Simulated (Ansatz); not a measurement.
## Run report: PtS$_{2}$, single-point calculation

The run: single-point calculation of PtS$_{2}$ (slab, 3 atoms in the cell). Method and program: DFT PBE+D3(BJ), scalar-relativistic, plane waves, PAW, PAW set soft_1, no spin polarisation (Ansatz 0.2.0).

The structure derives from an entry of the Crystallography Open Database. Figures and captions count atoms from 1; the log counts them from 0 in places.

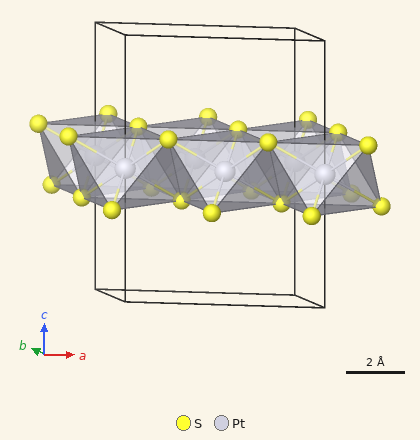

*The structure as given in the input (polyhedral view of the 2 × 1 repeat of the cell, with the vacuum cut short, seen slightly off an axis; polyhedra are completed across the faces of the cell). An atom can appear more than once, as a periodic image.*

**Input file**
```yaml
crystal:
  lattice:
    - [3.5832742408, 0.0, 0.0]
    - [-1.7916371204, 3.1032065212, 0.0]
    - [0.0, 0.0, 30.8258735486]
  atoms:
    - { symbol: S, position: [0.6666666667, 0.3333333333, 0.4608618265] }
    - { symbol: Pt, position: [0.0, 0.0, 0.5] }
    - { symbol: S, position: [0.3333333333, 0.6666666667, 0.5391381735] }
  periodic: [true, true, false]
basis:
  ecutwfc: 420
kpoints:
  mp_grid: { grid: [6, 6, 1] }
hamiltonian:
  xc: pbe
  pseudopotentials: { kind: paw, azcp: { folder: soft_1 } }
  dispersion: d3bj
scf:
  occupations: { method: gaussian, width: 0.1 }
output:
  forces: true
  stress: true
  eigenvalues: true
```

Command:
```bash
ansatz run input.yaml --threads 1 --pin off --max-ram 3072MiB --backend cpu --events-out ev --progress --plain --runs-dir out
```

**The program's output**
```
Engine: ansatz 0.2.0, aarch64-unknown-linux-gnu
Pseudopotentials: kind: paw
Pseudopotential: S, paw, valence charge 6, recommended cutoff 420 eV (normal), [file]
Pseudopotential: Pt, paw, valence charge 18, recommended cutoff 420 eV (normal), [file]
Functional definition: PBE
  parameter kappa = 0.804
  parameter beta = 0.06672455060314922
  exchange = pbe_x(kappa = kappa, mu = beta*pi^2/3)
  correlation = pbe_c(beta = beta)
Crystal: 3 atoms, lattice volume = 342.773 Å³
Basis set: ecut = 420 eV, 6601 PW (Γ), exchange–correlation on 48×48×432 points (8 copies of the dense FFT grid, shifted against one another)
Bands: 19, of which v1, the nominal top of the filled ones, is band 15 counted from 1 (14 counted from 0)
Symmetry: 12 space group operations
Space group: P-3m1 (ITA 164), of the structure as read, at distance tolerance 7.0e-5 Å
k-points: 7 of 36
Non-local potential: S, projectors of the file, l = 0: 2, l = 1: 2, l = 2: 1
Non-local potential: Pt, projectors of the file, l = 0: 3, l = 1: 2, l = 2: 2, l = 3: 1
PAW form: soft (Blöchl's): semilocal exchange-correlation on the pseudo side does not see the compensation charge
PAW one-centre angular grid: S, 110 points (default); XC on 64 Gauss nodes
PAW one-centre angular grid: Pt, 590 points (default); XC on 64 Gauss nodes
Initial density: superposition of atomic densities (neutral atoms: chi_scale 0, normalization atom)
Initial wavefunctions: pseudopotential atomic-orbital guess
Functional: x = pbe(κ = 0.804, μ = 0.2195149727645171), c = pbe(β = 0.06672455060314922)
SCF iter   1: F=—  HF=-14332.099806 eV  |F-HF|=—  |Δ(HF+E_count)|=         —  Δρ=4.12e-2  dr2=7.17e0  ethr=3.10e-3  ⟨swp⟩=14.4  Hψ=1260  notcnv=0
preconditioner: auto → none  [insulator: Δε(μ)=1.989 eV  Ē_g=9.232 eV  σ=0.100 eV  W_gap=1.00  n_scr=16 (ndim 8)  ℏωp=9.4 eV  f_vac=0.794  D(μ)=0.00/eV (n_scr^D=0)  ε∞_Penn≈2.0]
SCF iter   2: F=—  HF=-14333.271502 eV  |F-HF|=—  |Δ(HF+E_count)|=    1.17e0  Δρ=4.20e-2  dr2=1.21e1  ethr=3.10e-3  ⟨swp⟩=6.0  Hψ=528  notcnv=0
SCF iter   3: F=—  HF=-14330.859085 eV  |F-HF|=—  |Δ(HF+E_count)|=    2.41e0  Δρ=1.22e-2  dr2=6.28e-1  ethr=3.10e-3  ⟨swp⟩=4.6  Hψ=440  notcnv=0
SCF iter   4: F=—  HF=-14330.772225 eV  |F-HF|=—  |Δ(HF+E_count)|=   8.69e-2  Δρ=4.08e-3  dr2=8.33e-2  ethr=2.09e-3  ⟨swp⟩=3.9  Hψ=342  notcnv=0
SCF iter   5: F=—  HF=-14330.755677 eV  |F-HF|=—  |Δ(HF+E_count)|=   1.65e-2  Δρ=1.10e-3  dr2=7.75e-3  ethr=2.78e-4  ⟨swp⟩=3.0  Hψ=281  notcnv=0
SCF iter   6: F=—  HF=-14330.753994 eV  |F-HF|=—  |Δ(HF+E_count)|=   1.68e-3  Δρ=1.48e-4  dr2=1.09e-4  ethr=2.58e-5  ⟨swp⟩=2.7  Hψ=255  notcnv=0
SCF iter   7: F=—  HF=-14330.753995 eV  |F-HF|=—  |Δ(HF+E_count)|=   7.09e-7  Δρ=3.33e-5  dr2=2.19e-6  ethr=3.64e-7  ⟨swp⟩=3.7  Hψ=346  notcnv=0
SCF iter   8: F=—  HF=-14330.754029 eV  |F-HF|=—  |Δ(HF+E_count)|=   3.43e-5  Δρ=5.45e-6  dr2=1.42e-7  ethr=7.31e-9  ⟨swp⟩=3.9  Hψ=333  notcnv=0
SCF iter   9: F=-14330.754029 eV  HF=-14330.754029 eV  |F-HF|=8.39e-10  |Δ(HF+E_count)|=   2.43e-8  Δρ=9.77e-7  dr2=3.15e-9  ethr=3.33e-10  ⟨swp⟩=15.0  Hψ=950  notcnv=0
SCF 1 converged in 9 iterations: F = -14330.754029 eV  dr2 = 3.15e-9
  greatest PAW one-centre occupation: 1.000 electrons in one spin orbital (limit 2), on the Pt atom at site 1 (counted from 0), in its partial waves of l = 0
SCF converged after 9 iterations
Free energy (F): -14330.754029 eV
Harris-Foulkes:  -14330.754029 eV  (|F-HF|=8.39e-10)
Internal energy: -14330.754029 eV  (E = F + TS)
E sigma→0 (E₀):  -14330.754029 eV
Fermi energy:    -5.321088 eV
--- Per-component energies (eV) ---
  E_band       = -808.181226
  E_kinetic    = 804.950282
  E_local      = -51160.590832  (includes V_loc(G=0)·N_el)
  E_nonlocal   = 271.731277
  E_hartree    = 25023.763133
  E_xc         = -409.139944
  E_vxc        = -435.465060  (∫ρ·V_xc dr)
  E_paw        = -10700.335018  (= ΣΔE_a)
  E_vpaw       = -336.327610  (= ΣTr[D̂ρ^β])
  E_aug_tail   = 0.001121  (compensation charges beyond the density's cutoff)
  E_ewald      = 21839.678026
  E_disp       = -0.812075  (pairwise vdW)
  E_smearing   = -0.000000  (= −TS)
  E_closure    = 0.000000  (closes the sum)
  Σ components = -14330.754029   (vs F -14330.754029, Δ=0.00e0)
--- Forces (eV/Å), atoms counted from 1 ---
  atom   1  S     -0.00000000     0.00000000    -0.14282289
  atom   2  Pt    -0.00000000    -0.00000000     0.00000000
  atom   3  S     -0.00000000    -0.00000000     0.14282289
  max |Σ_I F_I| component: 4.63e-18 eV/Å
--- 2D stress c σ (N/m, compression-positive) ---
       -0.841245      -0.000000      -0.000000
       -0.000000      -0.841245      -0.000000
        0.000000       0.000000       0.000000
  P = ½ c Tr σ = -0.8412 N/m
--- Band table (eV; the first three rows and the last of 7) ---
  k-point 0: bands = ["-104.9675", "-59.1294", "-59.1294", "-58.9940", "-20.4182", "-18.0959", "-11.9958", "-11.9958", "-11.5036", "-9.2452", "-9.2452", "-7.0914", "-6.9976", "-6.6848", "-6.6848", "-3.1260", "-3.1260", "-0.9464", "-0.5987"]
  k-point 1: bands = ["-104.9675", "-59.1342", "-59.1306", "-58.9934", "-20.0849", "-18.1916", "-11.9083", "-11.7889", "-11.2174", "-9.8077", "-9.4685", "-8.0768", "-6.6303", "-6.5789", "-6.3926", "-4.3018", "-3.4661", "-0.2526", "-0.0577"]
  k-point 2: bands = ["-104.9673", "-59.1438", "-59.1331", "-58.9922", "-19.2825", "-18.3778", "-11.9857", "-11.4419", "-11.0299", "-10.2579", "-9.4404", "-8.4690", "-7.5011", "-7.2907", "-6.7658", "-4.2309", "-3.5001", "-0.6564", "0.9774"]
  k-point 6: bands = ["-104.9672", "-59.1430", "-59.1430", "-58.9913", "-18.5044", "-18.5044", "-11.7711", "-11.5131", "-11.5131", "-9.7891", "-9.7891", "-8.8654", "-8.5659", "-7.1014", "-7.1014", "-4.1895", "-4.1895", "0.5738", "2.6583"]
```

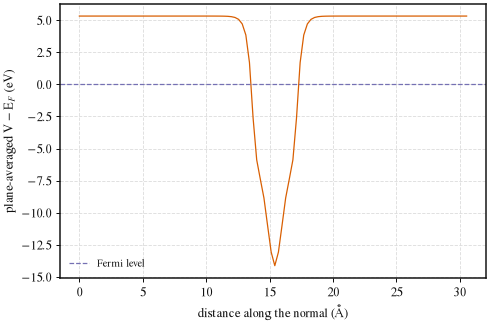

*Plane average of the electrostatic potential energy of an electron across the cell, from the Fermi level.*

The vacuum level lies 5.32 eV above the Fermi level.

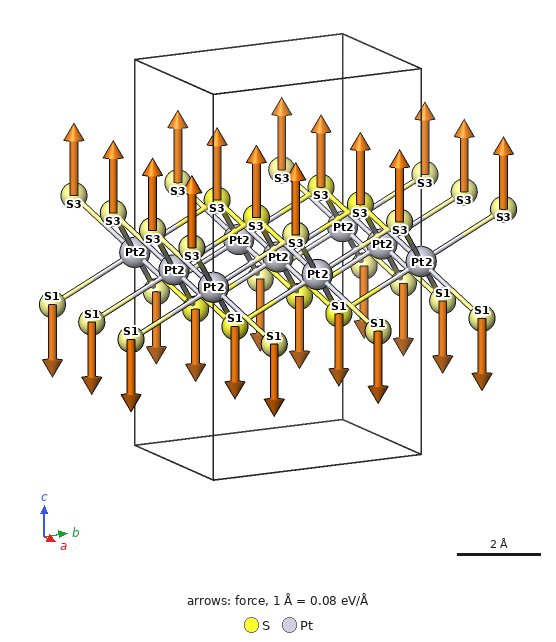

*Forces on the atoms as orange arrows (ball-and-stick view of the 2 × 2 repeat of the cell, with the vacuum cut short, seen slightly off an axis; neighbours outside the cell are drawn fainter; atoms are numbered from 1 in the order of the input).*

The largest act on S1, S3 (0.14 eV/Å). The geometry is not a stationary point of this energy.

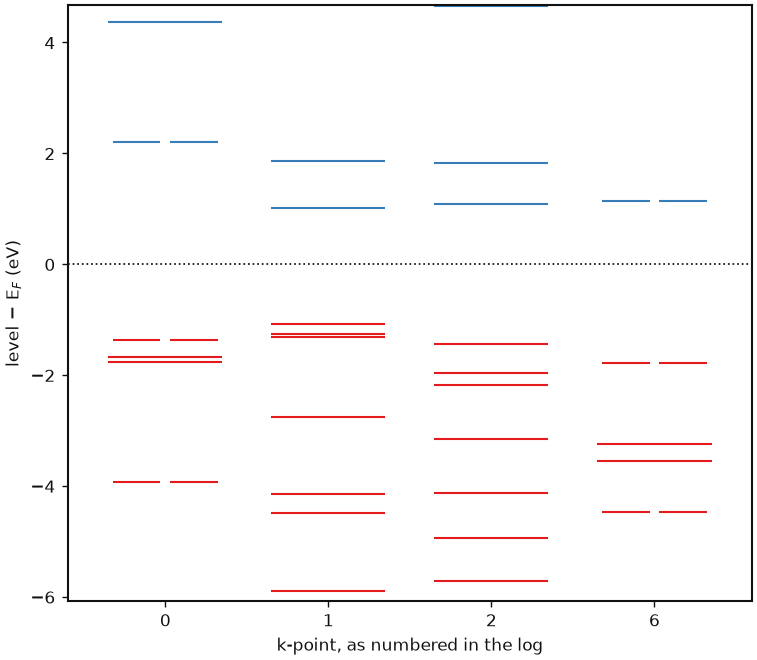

*Kohn–Sham levels near the Fermi level (dotted) at the few k-points that the log prints; levels within 0.02 eV of each other stand side by side.*

Among these points the highest filled and lowest empty levels are 2.09 eV apart; the gap on the full mesh, 2.04 eV, has an edge at a point that isn't printed.

**Results in brief**

```json
{"quantity": "outcome", "value": "converged"}
{"quantity": "electrons treated", "value": "30"}
{"quantity": "free energy", "value": "−14330.7540 eV"}
{"quantity": "work function, top face", "value": "5.32 eV"}
{"quantity": "work function, bottom face", "value": "5.32 eV"}
{"quantity": "Fermi energy", "value": "−5.321 eV"}
{"quantity": "gap on the k-point mesh", "value": "2.04 eV"}
{"quantity": "work function (upper face)", "value": "5.32 eV"}
{"quantity": "largest force (length of the vector)", "value": "0.143 eV/Å"}
{"quantity": "hardware", "value": "1 thread of Arm Neoverse V2, 24 GiB of memory available, shared host"}
{"quantity": "wall time", "value": "2.9 s"}
{"quantity": "peak memory", "value": "0.44 GiB"}
```

**Notes**

Spin–orbit coupling is left out, which matters for Pt.
